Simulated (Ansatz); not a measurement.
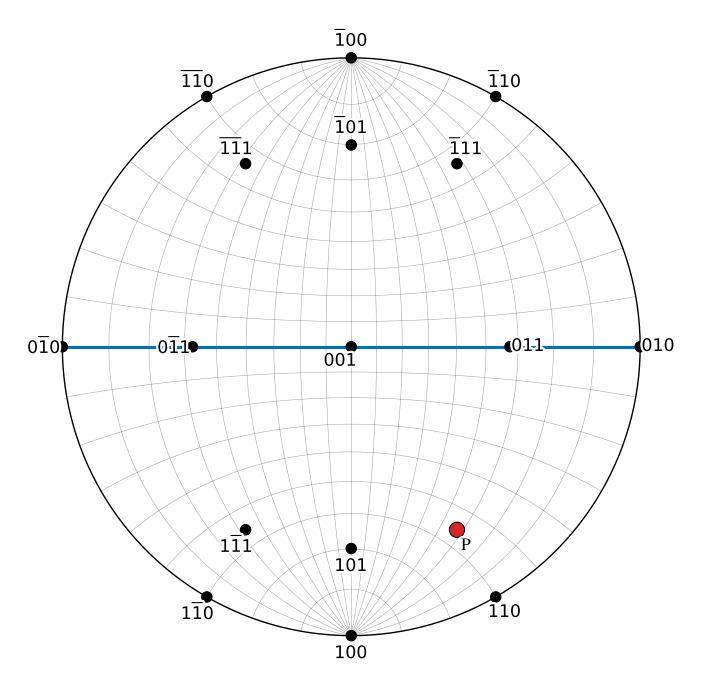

For C, a calculation's input that goes back to an entry of the Crystallography Open Database (an earlier step may have relaxed or displaced it): stereographic projection of plane normals (upper hemisphere) centred on (0 0 1). All values are computed from the atomic coordinates in the standard setting (tolerance 0.002 Å).

a = 2.456 Å, b = 4.254 Å, c = 6.696 Å, α = 90.00°, β = 90.00°, γ = 90.00°.

Question: Index the pole marked P.

Answer: P is (1 1 1), 72.4° from the centre.

Question: Which zone does the coloured great circle trace?

Answer: The zone [1 0 0]: its poles satisfy h = 0.

Question: What is the angle between the normals of (1 −1 1) and (0 −1 0), and what are their d_hkl = 1/|g|?

Answer: 61.5°; d = 2.027 Å and 4.254 Å.
